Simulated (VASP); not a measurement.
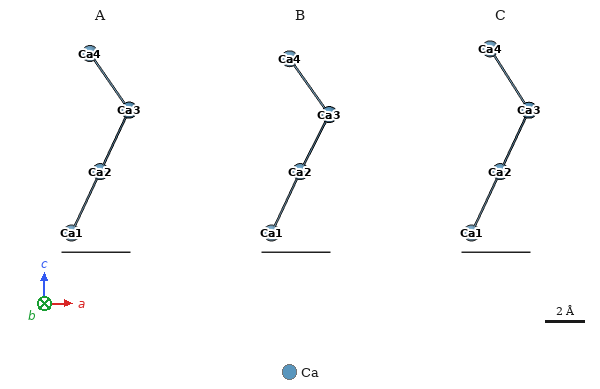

3 geometries from one relaxation of a slab of composition Ca, in shuffled order. The picture is a ball-and-stick view of the 1 × 2 repeat of the cell, outlined in the plane, without the vacuum, seen along the b axis.

The run lets the atoms move in a fixed cell. 2 atoms are held fixed.

Method: Kohn-Sham DFT of a periodic cell, LDA, VASP PAW LDA potentials, recommended (VASP 6.6.1). Settings: plane-wave cutoff 520 eV; k-point mesh 6 × 6 × 1; occupations fermi-dirac; smearing width 0.05 eV; no spin polarisation.

Question: Order the frames from highest to lowest energy.

Answer: C, A, B. They are steps 0, 6, 9, at +61.3 meV per cell of the calculation, +27.0 meV per cell of the calculation relative to the last. Ca4 moves most: 0.52 Å along the normal (−c). The cell stays as it was. Near-neighbour distances that change, for instance: Ca3–Ca4 4.203 → 3.946 Å, Ca3–Ca4 (another image) 3.846 → 3.620 Å, Ca2–Ca3 3.846 → 3.658 Å, Ca2–Ca3 (another image) 4.203 → 4.049 Å. Over 9 geometry steps the energy falls by 61.3 meV per cell of the calculation. The largest force component goes from 0.23 to 0.24 eV/Å.
